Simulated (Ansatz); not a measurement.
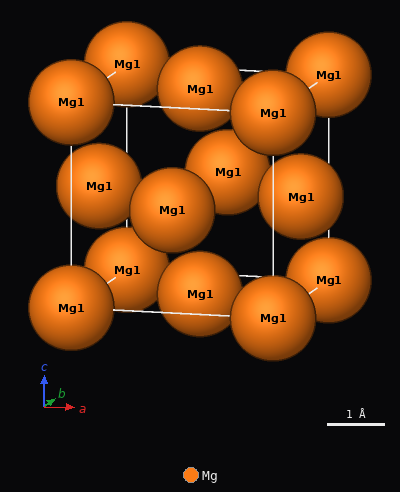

Figure 1. The structure (spheres-only view of the cell 4 times as large as that of the calculation, set on its symmetry axes, seen slightly off an axis; atoms are numbered from 1 in the order of the input).

**From Mg to Cu**

System: Mg (1 atom in the cell).
Method of run A: DFT PBEsol, scalar-relativistic, plane waves, PAW, no spin polarisation (Ansatz 0.2.0).
System of run B: Cu (Fm-3m, 1 atom in the cell).

On run A: The structure was made by swapping elements on the sites of another compound; it need not be a known phase. On run B: The structure derives from a Materials Project entry. Text and figures count atoms from 1; the logs count them from 0 in places.

### Input, run A
```yaml
crystal:
  lattice:
    - [0.0, 1.8629570272, 1.8629570272]
    - [1.8629570272, 0.0, 1.8629570272]
    - [1.8629570272, 1.8629570272, 0.0]
  atoms:
    - { symbol: Mg, position: [0.0, 0.0, 0.0] }
basis:
  ecutwfc: 420
kpoints:
  mp_grid: { grid: [8, 8, 8] }
hamiltonian:
  xc: pbesol
scf:
  occupations: { method: gaussian, width: 0.1 }
output:
  forces: true
  stress: true
  eigenvalues: true
```

Command:
```bash
ansatz run input.yaml --threads 1 --pin off --max-ram 2560MiB --backend cpu --events-out ev --progress --plain --runs-dir out
```

Hardware: 1 thread of Intel Xeon (Granite Rapids), 176 GiB of memory available, shared host.

### Output, shortened to warnings, some set-up lines, iterations and results (run A)
```
Basis set: ecut = 420 eV, 259 PW (Γ), exchange–correlation on 36×36×36 points (8 copies of the dense FFT grid, shifted against one another)
Symmetry: 48 space group operations
k-points: 29 of 512
Initial density: superposition of atomic densities (neutral atoms: chi_scale 0, normalization atom), corrected by the library's trained network
[...]
SCF iter   1: F=—  HF=-1910.876168 eV  |F-HF|=—  |Δ(HF+E_count)|=         —  Δρ=3.57e-3  dr2=5.64e-4  ethr=1.77e-3  ⟨swp⟩=5.0  Hψ=1788  notcnv=0
SCF iter   2: F=—  HF=-1910.875343 eV  |F-HF|=—  |Δ(HF+E_count)|=   8.26e-4  Δρ=1.06e-3  dr2=5.77e-5  ethr=5.64e-6  ⟨swp⟩=2.7  Hψ=638  notcnv=0
SCF iter   3: F=—  HF=-1910.875282 eV  |F-HF|=—  |Δ(HF+E_count)|=   6.06e-5  Δρ=1.52e-4  dr2=2.18e-6  ethr=5.77e-7  ⟨swp⟩=2.0  Hψ=385  notcnv=0
SCF iter   4: F=-1910.875285 eV  HF=-1910.875285 eV  |F-HF|=1.01e-7  |Δ(HF+E_count)|=   2.63e-6  Δρ=3.27e-5  dr2=4.80e-8  ethr=2.18e-8  ⟨swp⟩=2.4  Hψ=370  notcnv=0
SCF iter   5: F=-1910.875285 eV  HF=-1910.875285 eV  |F-HF|=1.39e-10  |Δ(HF+E_count)|=   6.26e-8  Δρ=1.13e-6  dr2=3.22e-11  ethr=4.80e-10  ⟨swp⟩=2.0  Hψ=404  notcnv=0
SCF iter   6: F=-1910.875285 eV  HF=-1910.875285 eV  |F-HF|=4.55e-13  |Δ(HF+E_count)|=  1.55e-10  Δρ=7.56e-8  dr2=2.33e-13  ethr=1.00e-12  ⟨swp⟩=1.2  Hψ=803  notcnv=0
SCF 1 converged in 6 iterations: F = -1910.875285 eV  dr2 = 2.33e-13
SCF converged after 6 iterations
Free energy (F): -1910.875285 eV
Harris-Foulkes:  -1910.875285 eV  (|F-HF|=4.55e-13)
Internal energy: -1910.870281 eV  (E = F + TS)
E sigma→0 (E₀):  -1910.872783 eV
Entropy (-TS):   -0.005003 eV (-5.003 meV/atom)
Fermi energy:    11.617157 eV
--- Per-component energies (eV) ---
  E_band       = -292.886739
  E_kinetic    = 80.093907
  E_local      = -1376.239268  (includes V_loc(G=0)·N_el)
  E_nonlocal   = 96.814807
  E_hartree    = 484.525425
  E_xc         = -31.013323
  E_vxc        = -40.303425  (∫ρ·V_xc dr)
  E_paw        = -279.148377  (= ΣΔE_a)
  E_vpaw       = -22.303618  (= ΣTr[D̂ρ^β])
  E_aug_tail   = -0.000004  (compensation charges beyond the density's cutoff)
  E_ewald      = -885.962310
  E_core_change = 0.058862  (= ΣΔE_core)
  E_smearing   = -0.005003  (= −TS)
  E_closure    = 0.000000  (closes the sum)
  Σ components = -1910.875285   (vs F -1910.875285, Δ=0.00e0)
--- Forces (eV/Å), atoms counted from 1 ---
  atom   1  Mg     0.00000000     0.00000000     0.00000000
  max |Σ_I F_I| component: 4.93e-32 eV/Å
--- Stress (GPa, compression-positive) ---
       60.303076      -0.000000       0.000000
        0.000000      60.303076       0.000000
       -0.000000       0.000000      60.303076
  P = ⅓ Tr σ = 60.3031 GPa (603.031 kbar)
```

For run B the input was changed thus:
```diff
-    - [0.0, 1.8629570272, 1.8629570272]
-    - [1.8629570272, 0.0, 1.8629570272]
-    - [1.8629570272, 1.8629570272, 0.0]
+    - [0.0, 1.7887153358, 1.7887153358]
+    - [1.7887153358, 0.0, 1.7887153358]
+    - [1.7887153358, 1.7887153358, 0.0]
-    - { symbol: Mg, position: [0.0, 0.0, 0.0] }
+    - { symbol: Cu, position: [0.0, 0.0, 0.0] }
```

Predict how the results change.

The total energies belong to different systems, so their difference says nothing on which is more stable or more accurate. The pressure goes from 60.30 to −0.97 GPa. The volume per atom goes from 12.93 to 11.45 Å³. The number of SCF iterations is the same. The plane waves at Γ go from 259 to 229.

### Output, shortened to warnings, some set-up lines, iterations and results (run B)
```
Basis set: ecut = 420 eV, 229 PW (Γ), exchange–correlation on 36×36×36 points (8 copies of the dense FFT grid, shifted against one another)
Symmetry: 48 space group operations
k-points: 29 of 512
Initial density: superposition of atomic densities (neutral atoms: chi_scale 0, normalization atom), corrected by the library's trained network
[...]
SCF iter   1: F=—  HF=-6588.744325 eV  |F-HF|=—  |Δ(HF+E_count)|=         —  Δρ=1.94e-2  dr2=2.20e-2  ethr=1.77e-3  ⟨swp⟩=5.0  Hψ=2007  notcnv=0
SCF iter   2: F=—  HF=-6588.739134 eV  |F-HF|=—  |Δ(HF+E_count)|=   5.19e-3  Δρ=8.03e-4  dr2=2.90e-5  ethr=1.16e-4  ⟨swp⟩=2.7  Hψ=840  notcnv=0  defer=9
SCF iter   3: F=—  HF=-6588.739141 eV  |F-HF|=—  |Δ(HF+E_count)|=   6.97e-6  Δρ=8.81e-4  dr2=3.21e-5  ethr=1.53e-7  ⟨swp⟩=2.0  Hψ=676  notcnv=0  defer=9
SCF iter   4: F=—  HF=-6588.739164 eV  |F-HF|=—  |Δ(HF+E_count)|=   2.34e-5  Δρ=6.49e-5  dr2=1.84e-7  ethr=1.53e-7  ⟨swp⟩=1.0  Hψ=396  notcnv=0  defer=9
SCF iter   5: F=-6588.739164 eV  HF=-6588.739164 eV  |F-HF|=1.05e-10  |Δ(HF+E_count)|=   3.59e-7  Δρ=3.47e-6  dr2=6.82e-10  ethr=9.66e-10  ⟨swp⟩=2.0  Hψ=531  notcnv=0  defer=9
SCF iter   6: F=-6588.739164 eV  HF=-6588.739164 eV  |F-HF|=2.73e-12  |Δ(HF+E_count)|=  6.30e-10  Δρ=1.32e-7  dr2=6.23e-13  ethr=3.59e-12  ⟨swp⟩=2.7  Hψ=1287  notcnv=0
SCF 1 converged in 6 iterations: F = -6588.739164 eV  dr2 = 6.23e-13
SCF converged after 6 iterations
Free energy (F): -6588.739164 eV
Harris-Foulkes:  -6588.739164 eV  (|F-HF|=2.73e-12)
Internal energy: -6588.735664 eV  (E = F + TS)
E sigma→0 (E₀):  -6588.737414 eV
Entropy (-TS):   -0.003500 eV (-3.500 meV/atom)
Fermi energy:    17.220426 eV
--- Per-component energies (eV) ---
  E_band       = -349.594607
  E_kinetic    = 300.522736
  E_local      = -3991.901189  (includes V_loc(G=0)·N_el)
  E_nonlocal   = 391.273870
  E_hartree    = 1757.511364
  E_xc         = -89.285934
  E_vxc        = -115.735604  (∫ρ·V_xc dr)
  E_paw        = -1625.990682  (= ΣΔE_a)
  E_vpaw       = -448.777421  (= ΣTr[D̂ρ^β])
  E_aug_tail   = 0.000241  (compensation charges beyond the density's cutoff)
  E_ewald      = -3331.072271
  E_core_change = 0.206202  (= ΣΔE_core)
  E_smearing   = -0.003500  (= −TS)
  E_closure    = -0.000000  (closes the sum)
  Σ components = -6588.739164   (vs F -6588.739164, Δ=0.00e0)
--- Forces (eV/Å), atoms counted from 1 ---
  atom   1  Cu    -0.00000000     0.00000000    -0.00000000
  max |Σ_I F_I| component: 1.36e-31 eV/Å
--- Stress (GPa, compression-positive) ---
       -0.972638       0.000000      -0.000000
        0.000000      -0.972638      -0.000000
        0.000000      -0.000000      -0.972638
  P = ⅓ Tr σ = -0.9726 GPa (-9.726 kbar)
```

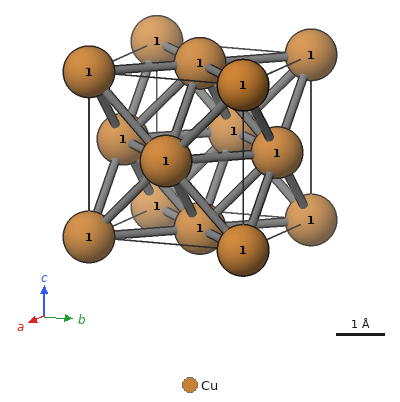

Figure 2. The input structure of run B (ball-and-stick view of the cell 4 times as large as that of the calculation, set on its symmetry axes, seen slightly off an axis; atoms are numbered from 1 in the order of the input).

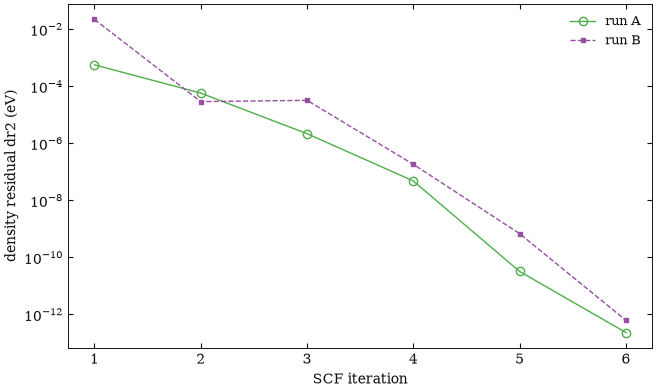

Figure 3. Convergence of the two runs: density residual dr2 against the SCF iteration. Run A takes 6 iterations in all, and run B takes 6.

### The two runs side by side

```tsv
quantity	run A	run B
outcome	converged	converged
free energy per atom (eV)	−1910.8753	−6588.7392
energy per atom, smearing taken to zero (eV)	−1910.8728	−6588.7374
gap on the mesh (eV)	0.00	0.00
pressure (GPa)	60.30	−0.97
volume per atom (Å³)	12.93	11.45
largest force (eV/Å)	0.000	0.000
SCF iterations	6	6
irreducible k-points	29	29
plane waves at Γ	259	229
```

For run A: The cell is under a pressure of 60 GPa at this level, so it is not at its equilibrium volume.
